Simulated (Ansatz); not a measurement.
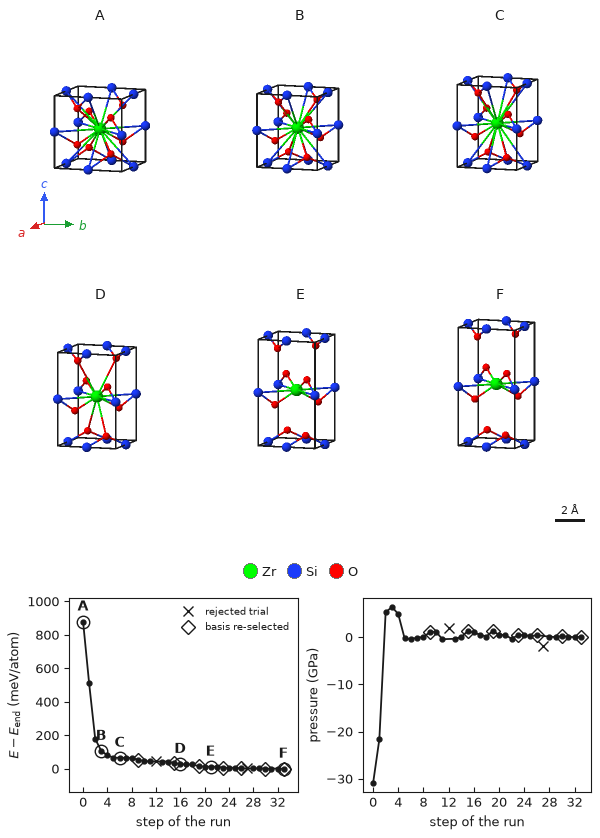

Frames of a relaxation of solid ZrSi3O8 (a generated structure, set up in P-42m) (coarse preliminary run), marked on the history of the run. Style: ball-and-stick. Shown: the cell of the calculation, slightly off an axis.

Method: Ansatz 0.2.0, DFT PBE, scalar-relativistic, plane waves, PAW. (plane-wave cutoff 420 eV; k-point mesh 4 × 4 × 4; occupations gaussian; smearing width 0.1 eV; no spin polarisation; cell and atoms relaxed; force threshold 0.04 eV/Å; at most 70 steps)

**Describe the path.**

The energy falls by 880 meV per atom in 24 accepted moves (33 points after the start). The largest force component goes from 2.2 to 0.0031 eV/Å. Pressure: −30.99 GPa at the start and 0.11 GPa at the end. The line search rejected the trial steps at points 12, 27 of the run. At 7 points the geometry stayed and the basis and grid were re-selected for the new cell (energy shift of 10.9 meV per atom at most each time). The largest moves relative to the cell, 0.93 Å, are those of O atoms. Si and Zr stay in place. The drawn cell changes as follows: a = b 5.086 → 4.258 Å (−16.3 %), c 5.219 → 8.506 Å (+63.0 %); the volume changes by +14.2 %. Among the contacts that change: O–Si 2.390 → 3.805 Å, O–Zr 2.390 → 3.802 Å, O–Si 2.390 → 3.612 Å, Si–Zr 3.644 → 4.756 Å. Bonds break, among them: O–Zr (2.39 → 3.80 Å). Bond angles that change, for instance: O–Si–O 120.2° → 106.7°, Zr–O–Si 120.2° → 113.5°, O–Si–O 104.4° → 110.9°. The space group stays P-42m (No. 111). From step 0 to 3: O atoms move most (0.35 Å), volume −18.6 %, energy −773 meV per atom. From step 3 to 6: O atoms move most (0.11 Å), volume +8.5 %, energy −41.1 meV per atom. From step 6 to 16: O atoms move most (0.08 Å), volume +8.0 %, energy −36.7 meV per atom. From step 16 to 21: O atoms move most (0.08 Å), volume +9.2 %, energy −16.3 meV per atom. From step 21 to 33: O atoms move most (0.09 Å), volume +9.6 %, energy −12.3 meV per atom.
